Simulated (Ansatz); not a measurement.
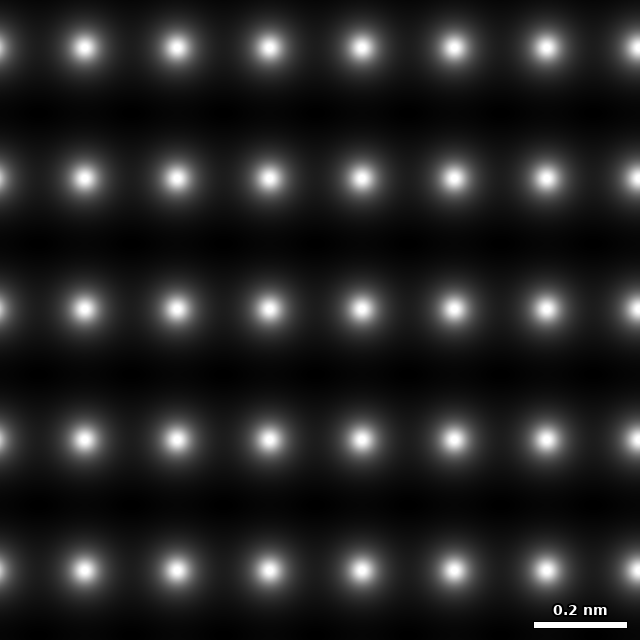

Projected-potential map of a crystal. Computed as the sum of neutral-atom potentials (tabulated electron scattering factors, B = 0.3 Å²) projected along the beam and smoothed by 0.25 Å; brighter is more positive. The display is stretched by a gamma of 0.7; percentages refer to the linear signal.

Q: Measure the repeat of the pattern.

A: The pattern repeats on a rectangular net of 2.0 × 2.9 Å.

Q: What is the plane group of the image?

A: p2mm: mirror lines in two perpendicular directions, with twofold points where they cross.

Q: How many columns does the smallest repeating cell hold, and how many levels of brightness?

A: 1 column in the primitive cell of 5.8 Å², all of one brightness.

The crystal is Gd (Im-3m, No. 229) seen along [110]. Model: the input geometry of an electronic-structure calculation (not necessarily at equilibrium); the starting structure was generated, so it need not be a known form of this composition.
